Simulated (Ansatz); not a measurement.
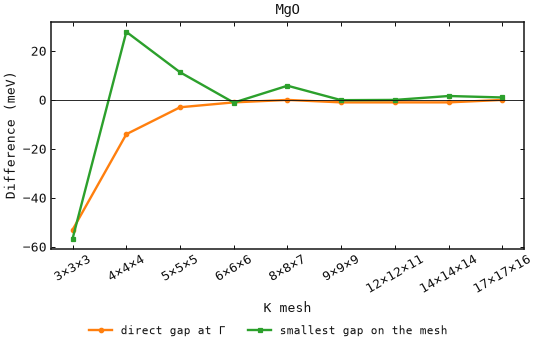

Gaps of MgO, space group Pm, 2 atoms in the cell, atoms moved at random, drawn with an rms of 0.05 Å (a = 2.94 Å, b = 2.94 Å, c = 2.68 Å, α = 90.00°, β = 90.00°, γ = 120.00°) as the k mesh is raised, all else fixed. The plot shows differences from the last run, and for the smallest gap from the finest mesh that holds both band edges. The cell is at −5 GPa in r2SCAN. Method: r2SCAN, Ansatz PAW, no spin polarisation, no spin-orbit coupling, 500 eV cutoff, Gaussian smearing of 0.1 eV (Ansatz).

**Which k mesh is enough for 10 meV?**

The direct gap at Γ starts −53 meV from the last run and stays within 10 meV of it from 5×5×5 on. The smallest gap needs the band edges (K and Γ) on the mesh. The meshes that have them give 3.728 eV (3×3×3), 3.784 eV (6×6×6), 3.785 eV (9×9×9) and 3.785 eV (12×12×11), the last being the best value; the others give 3.812 eV (4×4×4), 3.796 eV (5×5×5), 3.790 eV (8×8×7), 3.786 eV (14×14×14) and 3.786 eV (17×17×16).

| k mesh | direct gap at Γ (eV) | smallest gap on the mesh (eV) |
| --- | --- | --- |
| 3×3×3 | 4.138 | 3.728 |
| 4×4×4 | 4.177 | 3.812 |
| 5×5×5 | 4.188 | 3.796 |
| 6×6×6 | 4.190 | 3.784 |
| 8×8×7 | 4.191 | 3.790 |
| 9×9×9 | 4.190 | 3.785 |
| 12×12×11 | 4.190 | 3.785 |
| 14×14×14 | 4.190 | 3.786 |
| 17×17×16 | 4.191 | 3.786 |

The PAW data sets were made with another functional. LDA, GGA and most meta-GGA functionals understate gaps. The cell comes from a database of computed structures, and whether it is the stable form of this composition wasn't checked.
